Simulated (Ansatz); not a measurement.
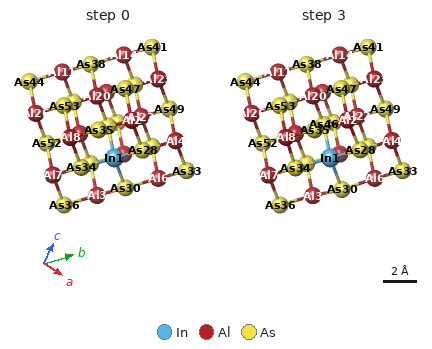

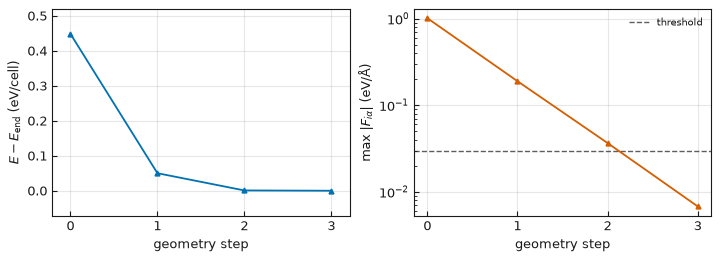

First and last geometry of a relaxation of a defect cell of composition Al26InAs27, with the history of the run. Style: ball-and-stick. Shown: the atoms within 5.8 Å of the atom that moves most (axes of the cell of the calculation), from a free direction.

Theory: DFT, PBE, plane-wave PAW, default files, scalar-relativistic in Ansatz. (plane-wave cutoff 420 eV; k-point mesh 2 × 2 × 2; occupations fermi dirac; smearing width 0.01 eV; no spin polarisation; atoms relaxed in a fixed cell; force threshold 0.03 eV/Å; at most 40 steps)

> What do the curves and the structures tell?

It converged. After 3 geometry steps the energy has fallen by 0.448 eV per cell of the calculation. The largest force component goes from 1 to 0.0068 eV/Å. The largest moves, 0.14 Å, are those of As atoms. By element the largest moves are As 0.14 Å, Al 0.02 Å. In stays in place. The cell doesn't change. Some distances before and after: As–In 2.451 → 2.588 Å, Al–As 2.451 → 2.430 Å. Among the angles between lasting bonds that change: As–Al–As 109.5° → 106.2°, In–As–Al 109.5° → 106.7°, Al–As–Al 109.5° → 112.1°. The run took 89 s on 4 threads of Arm Neoverse V2 (shared host), peak memory 5.5 GiB.
